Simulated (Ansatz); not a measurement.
# AlGa3As4: what the fields show

Input

```
crystal:
  lattice:
    - [4.0125823665, 0.0, 0.0]
    - [0.0, 8.0207499128, 0.0]
    - [0.0, 0.0, 5.6643204785]
  atoms:
    - { symbol: Al, position: [0.0, 0.0, 0.000949348] }
    - { symbol: As, position: [0.5, 0.0, 0.2499443653] }
    - { symbol: Ga, position: [0.5, 0.2505425162, 0.500042202] }
    - { symbol: As, position: [0.0, 0.2498761077, 0.7502315702] }
    - { symbol: Ga, position: [0.0, 0.5, -0.0006974922] }
    - { symbol: As, position: [0.5, 0.5, 0.2492562344] }
    - { symbol: Ga, position: [0.5, 0.7494574838, 0.500042202] }
    - { symbol: As, position: [0.0, 0.7501238923, 0.7502315702] }
kpoints:
  mp_grid: { grid: [6, 4, 4] }
  band_path:
    path:
      - [[0.0, 0.0, 0.0], [0.5, 0.0, 0.0], [0.5, 0.5, 0.0], [0.0, 0.5, 0.0], [0.0, 0.0, 0.0], [0.0, 0.0, 0.5], [0.5, 0.0, 0.5], [0.5, 0.5, 0.5], [0.0, 0.5, 0.5], [0.0, 0.0, 0.5]]
      - [[0.5, 0.0, 0.0], [0.5, 0.0, 0.5]]
      - [[0.0, 0.5, 0.0], [0.0, 0.5, 0.5]]
      - [[0.5, 0.5, 0.0], [0.5, 0.5, 0.5]]
    npoints: 10
hamiltonian:
  xc: pbe
scf:
  occupations: { method: fermi_dirac, width: 0.02 }
  n_extra_bands: 6
output:
  forces: true
  stress: true
  eigenvalues: true
  write_density: true
  write_potential: true
  elf: true
  volumetric_format: npy
```

Launched as:

```sh
ansatz run input.yaml --threads 4 --pin off --max-ram 6451MiB --backend cpu --events-out ev --progress --plain --runs-dir out
```

Below, planes, directions and counts refer to the conventional cell (a = 4.01 Å, b = 8.02 Å, c = 5.66 Å, α = 90.00°, β = 90.00°, γ = 90.00°).

Space group Pmm2; started from the ordered alloy on zincblende lattice prototype, which need not be the ambient phase; computed pressure about 3 GPa in this cell.

Computed with Ansatz 0.2.0, DFT, PBE, plane waves, PAW.

Core electrons are frozen (PAW), and the valence fields are smoothed inside the atomic spheres.

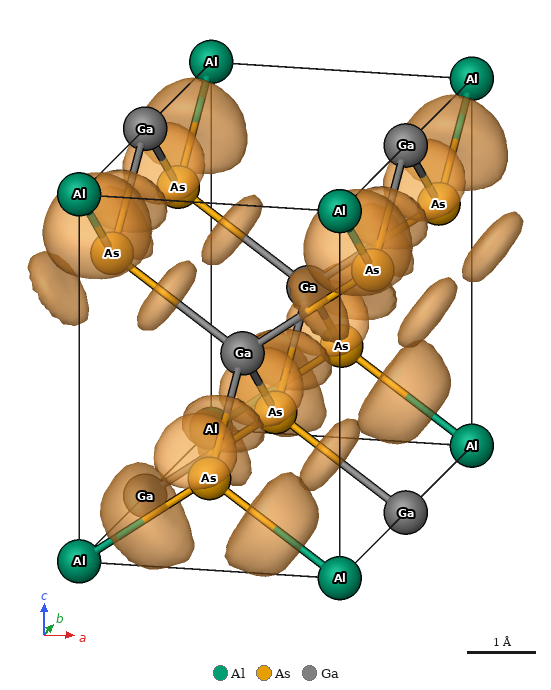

Figure 1. Isosurface of the ELF at 0.7 (orange), seen slightly off an axis. Only the valence region is drawn (cores and ρ < 0.01 e/Å³ removed). Sticks mark near contacts.

Question: Where are the electrons localised?

Answer: At this value the surface marks out four regions between bonded Al–As atoms (shared pairs) and twelve regions between bonded As–Ga atoms (shared pairs), counted in one cell of 8 atoms. Any copies at cell faces, edges or corners count once. Profiles from the grid: Al–As (2.45 Å): the ELF peaks at about 0.95 between the atoms (localised, covalent bonding). Ga–As (2.45 Å): the ELF peaks at about 0.80 between the atoms (localised, covalent bonding).

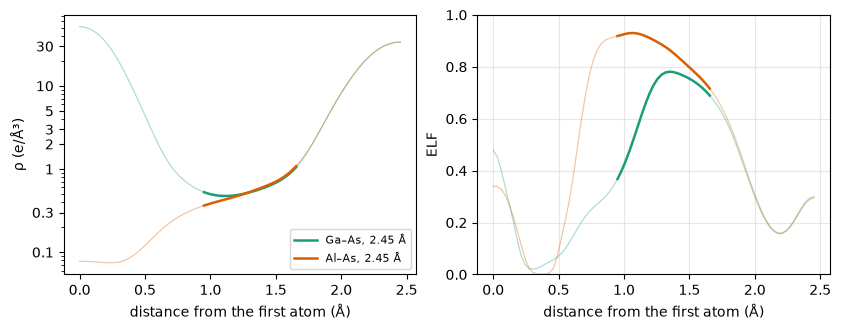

Figure 2. Valence electron density and ELF along straight lines between neighbouring atoms. Thin, pale parts lie inside the atomic spheres.

Question: Compare the contacts.

Answer: Ga–As (2.45 Å): the density is about 0.49 e/Å³ at the midpoint; the ELF peaks at about 0.80 between the atoms; localised, covalent bonding.
Al–As (2.45 Å): the density is about 0.48 e/Å³ at the midpoint; the ELF peaks at about 0.95 between the atoms; a covalent bond.

Question: Metal or insulator at this level of theory?

Answer: It is gapped, with a Kohn–Sham gap of 0.81 eV on the k-point mesh (the band edges may lie off the mesh, which would make the gap smaller).
